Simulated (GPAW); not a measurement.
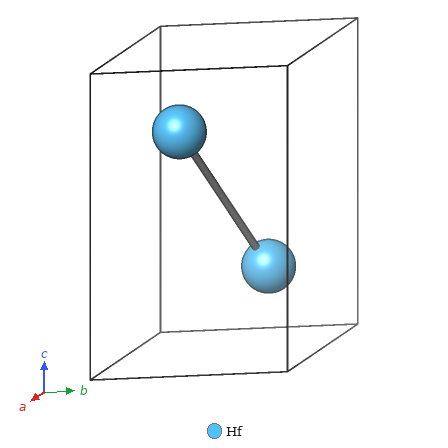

System: Hf, space group P6_3/mmc (No. 194). The picture shows the conventional cell.

Structure:
```cif
data_structure
_symmetry_space_group_name_H-M 'P 1'
_symmetry_Int_Tables_number 1
_cell_length_a 3.1967
_cell_length_b 3.1967
_cell_length_c 5.0578
_cell_angle_alpha 90.000
_cell_angle_beta 90.000
_cell_angle_gamma 120.000
_cell_volume 44.76
loop_
_atom_site_label
_atom_site_type_symbol
_atom_site_fract_x
_atom_site_fract_y
_atom_site_fract_z
_atom_site_occupancy
Hf1 Hf 0.66667 0.33333 0.75000 1
Hf2 Hf 0.33333 0.66667 0.25000 1
```

Calculation (GPAW 26.7.0): PAW DFT in plane waves, on a grid or in atomic orbitals, no spin polarisation; energies at scaled volumes of the given cell, shape and fractions fixed, counted from the fit's minimum, third-order Birch-Murnaghan fit. Level: PBEsol.

- k mesh: 10×10×5
- occupations: Fermi–Dirac
- smearing width: 0.05 eV
- potentials: PAW data sets made by gpaw setup for the functional
- wave cutoff: 600 eV
- program settings: basis pw

Predict the energy and pressure against volume. The volume takes the values 21.04, 21.49, 21.93, 22.38, 22.83, 23.28, 23.72 Å³/atom.

A third-order Birch–Murnaghan fit gives V0 = 21.66 Å³/atom, B0 = 115 GPa and B′ = 3.5. The energy is 6.79 meV/atom at volume 21.04 Å³/atom and 61.20 meV/atom at 23.72 Å³/atom; the lowest computed point is at volume 21.49 Å³/atom (0.54 meV/atom). The pressure falls from 3.54 GPa at volume 21.04 Å³/atom to −8.89 GPa at 23.72 Å³/atom, and changes sign near 21.67 Å³/atom.

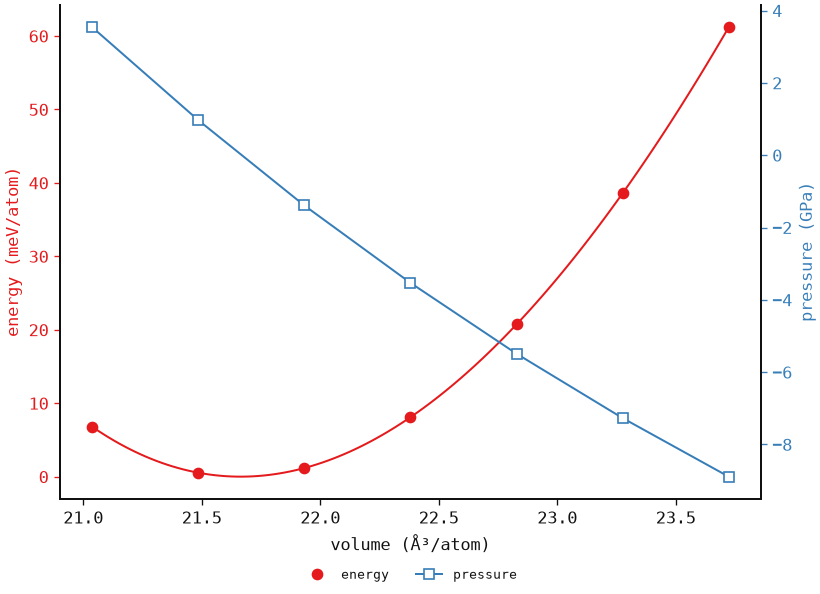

Note: shape and atomic fractions are frozen while scaling, which makes layered, chain and framework solids too stiff.
